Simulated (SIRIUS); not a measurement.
**A series of single points on NaI**

System: NaI (2 atoms in the cell).
Method: Kohn-Sham DFT of a periodic cell, PBEsol, dojo-sr-pbesol-0.4.1-standard, no spin polarisation (SIRIUS 7.10.0).

The 7 runs differ only in the geometry, by an even scaling of the cell at fixed fractional positions. The structure derives from an entry of the Crystallography Open Database.

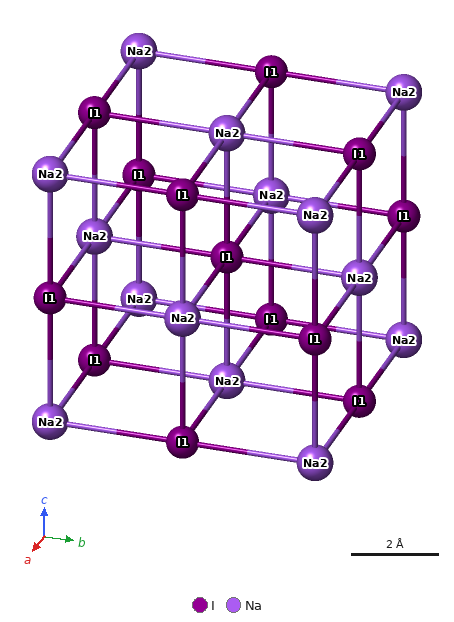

Figure 1. The structure of run 4 (ball-and-stick view of the cell 4 times as large as that of the calculation, set on its symmetry axes, seen at an oblique angle; atoms are numbered from 1 in the order of the input).

**Input of run 4**
```
{
  "control": {
    "processing_unit": "cpu",
    "verbosity": 2,
    "num_bands_to_print": 15,
    "print_forces": true,
    "print_stress": true
  },
  "parameters": {
    "electronic_structure_method": "pseudopotential",
    "xc_functionals": ["XC_GGA_X_PBE_SOL", "XC_GGA_C_PBE_SOL"],
    "gk_cutoff": 9.4,
    "pw_cutoff": 18.8,
    "ngridk": [7, 7, 7],
    "shiftk": [0, 0, 0],
    "smearing": "fermi_dirac",
    "smearing_width": 0.0018374661,
    "num_bands": 15,
    "num_mag_dims": 0,
    "num_dft_iter": 100,
    "energy_tol": 1e-08,
    "density_tol": 1e-06
  },
  "iterative_solver": {
    "type": "davidson",
    "min_tolerance": 1e-09,
    "tolerance_scale": [0.1, 0.25]
  },
  "mixer": {
    "type": "anderson",
    "beta": 0.7,
    "max_history": 8
  },
  "settings": {
    "tol_ne": 1e-10,
    "pseudo_grid_cutoff": 6.5
  },
  "unit_cell": {
    "lattice_vectors": [
      [0.0, 0.707106781187, 0.707106781187],
      [0.707106781187, 0.0, 0.707106781187],
      [0.707106781187, 0.707106781187, 0.0]
    ],
    "lattice_vectors_scale": 8.6492023446,
    "atom_coordinate_units": "lattice",
    "atom_types": ["I", "Na"],
    "atom_files": {
      "I": "I.json",
      "Na": "Na.json"
    },
    "atoms": {
      "I": [
        [0.5, 0.5, 0.5]
      ],
      "Na": [
        [0.0, 0.0, 0.0]
      ]
    }
  }
}
```

Command:
```bash
upf_to_json I.upf
upf_to_json Na.upf
OMP_NUM_THREADS=1 sirius.scf --input=sirius.json --output=out.json --task=0
```

Lattice vectors (Å) and fractional positions of run 4:
```
   0.000000    3.236400    3.236400
   3.236400    0.000000    3.236400
   3.236400    3.236400    0.000000
I   0.500000  0.500000  0.500000
Na  0.000000  0.000000  0.000000
```

Run 2 has the same physical settings and fractional positions; its lattice vectors (Å) are:
```
   0.000000    3.192660    3.192660
   3.192660    0.000000    3.192660
   3.192660    3.192660    0.000000
```

**Results, with one run withheld**

```tsv
run	volume per atom (Å³)	free energy per atom, from the lowest run given (meV)	pressure (GPa)	gap on the mesh (eV)
1	31.865	1.30	0.54	3.67
2	32.543	?	?	?
3	33.221	0.00	−0.21	3.56
4	33.899	1.54	−0.52	3.51
5	34.577	4.37	−0.80	3.46
6	35.255	8.24	−1.04	3.41
7	35.933	13.07	−1.25	3.37
```

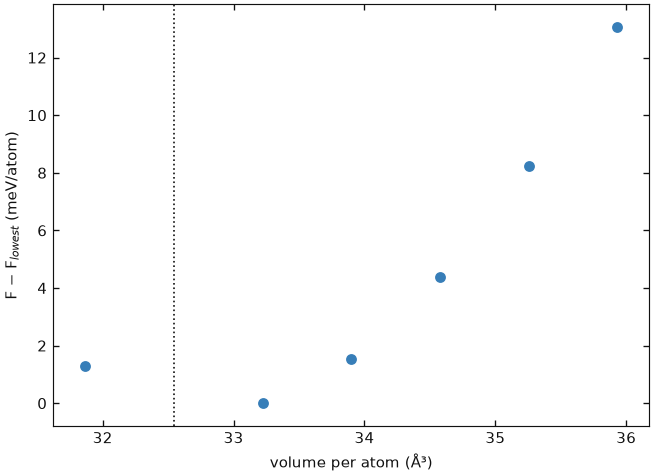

Figure 2. Free energy per atom of the runs given; the dotted line marks run 2.

What should run 2 give?

A cubic polynomial in V^(−2/3) (the Birch–Murnaghan form), fitted to the 6 runs given, misses them by at most 0.02 meV per atom. With x = V^(−2/3) − 0.09513 Å⁻², it reads F = 2.1974 − 2011.8 x + 4.0067e+05 x² + 3.0625e+06 x³ (meV per atom). At run 2 it gives −0.16 meV per atom, and the run itself gives −0.14. The slope of the fit gives a pressure −dF/dV of 0.15 GPa there, and the run prints 0.14 GPa. The fit has its minimum at 32.810 Å³ per atom, where V d²F/dV² gives 17.5 GPa: the bulk modulus at this level, since symmetry fixes the shape and the positions. The gap on the mesh goes, without turning, from 3.67 eV in run 1 to 3.37 eV in run 7; run 2 has 3.61 eV. These are gaps of this functional on this mesh, which can miss the band edges; they aren't the measured gap.

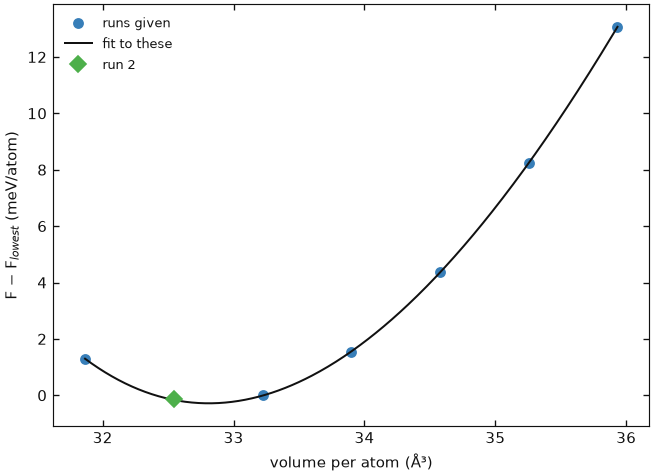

Figure 3. The fit and the withheld run.

**Some lines of the output (run 2)**
```
[...]
[find] Total energy                   :     -58.67623278 (Ha),    -117.35246555 (Ry)
[find] Free energy (E-TS)             :     -58.67623278 (Ha),    -117.35246555 (Ry)
[find] band gap (eV)                  :       3.61095057
[find] Efermi                         :       0.15003277
[find] Total energy                   :     -58.67623280 (Ha),    -117.35246559 (Ry)
[find] Free energy (E-TS)             :     -58.67623280 (Ha),    -117.35246559 (Ry)
[find] band gap (eV)                  :       3.61192435
[find] Efermi                         :       0.15002489
[find] band gap (eV)                  :       3.61204373
[find] Efermi                         :       0.15002392
[find] band gap (eV)                  :       3.61197898
[find] Efermi                         :       0.15002458
[find] band gap (eV)                  :       3.61196899
[find] Efermi                         :       0.15002471
```
